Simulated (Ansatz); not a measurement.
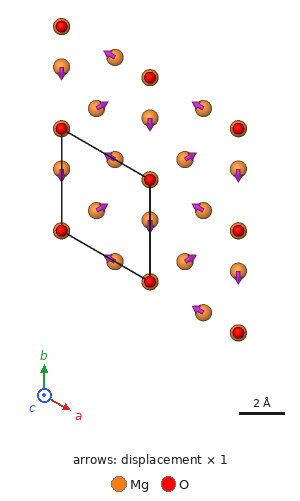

This is a relaxation of a crystal of Mg₅O (a generated structure, set up in P-62m) (coarse preliminary run). The starting structure is drawn; purple arrows show the displacements (the part carried along by the change of the cell is left out), at their true length.

The picture is a ball-and-stick view of the cell of the calculation, repeated 2 × 2 × 1 with one cell outlined, seen along the c axis.

Computed with DFT PBE, scalar-relativistic, plane waves, PAW (Ansatz).

Input
```yaml
crystal:
  lattice:
    - [4.58529912, 0.0, 0.0]
    - [-2.29264956, 3.97098552, 0.0]
    - [0.0, 0.0, 5.60163246]
  atoms:
    - { symbol: Mg, position: [0.60440322, 0.0, 0.5] }
    - { symbol: Mg, position: [0.0, 0.60440322, 0.5] }
    - { symbol: Mg, position: [0.39559678, 0.39559678, 0.5] }
    - { symbol: Mg, position: [0.0, 0.0, 0.74722949] }
    - { symbol: Mg, position: [0.0, 0.0, 0.25277051] }
    - { symbol: O, position: [0.0, 0.0, 0.0] }
basis:
  ecutwfc: 420
kpoints:
  mp_grid: { grid: [6, 6, 4] }
hamiltonian:
  xc: pbe
scf:
  occupations: { method: gaussian, width: 0.1 }
  lower_state_search: "off"
output:
  forces: true
  stress: true
  eigenvalues: true
relax:
  adjacent_minimum: "off"
  f_tol: 0.04
  max_steps: 70
  cell: { stress_tol: 0.4 }
```

Launched with:
```bash
ansatz run input.yaml --threads 1 --pin off --max-ram 2560MiB --backend cpu --events-out ev --progress --plain --runs-dir out
```

Which element moves most?

Answer. Magnesium: up to 0.62 Å, against 0.00 Å for oxygen.

What happened in the run?

Answer. Over 9 accepted moves (11 points after the start) the energy falls by 2417 meV per atom. Largest force component: 16 eV/Å at the start, 0.036 eV/Å at the end. Pressure: 70.55 GPa at the start and 0.30 GPa at the end. The SCF was repeated twice at an unchanged geometry on a basis and grid sized afresh for the cell, which shifted the energy by 118 meV per atom at most. The largest moves relative to the cell, 0.62 Å, are those of Mg1, Mg2 and Mg3. Mg1 goes along −a. O stays in place. Cell: a = b 4.585 → 5.900 Å (+28.7 %), c 5.602 → 6.662 Å (+18.9 %). Volume +96.9 %. Among the contacts that change: Mg1–Mg4 2.282 → 3.319 Å, Mg1–Mg2 2.438 → 2.950 Å, Mg4–O6 1.416 → 1.812 Å, Mg4–Mg5 2.770 → 3.038 Å. The space group (tolerance 0.01 Å) goes from P-62m (No. 189) to P6/mmm (No. 191).
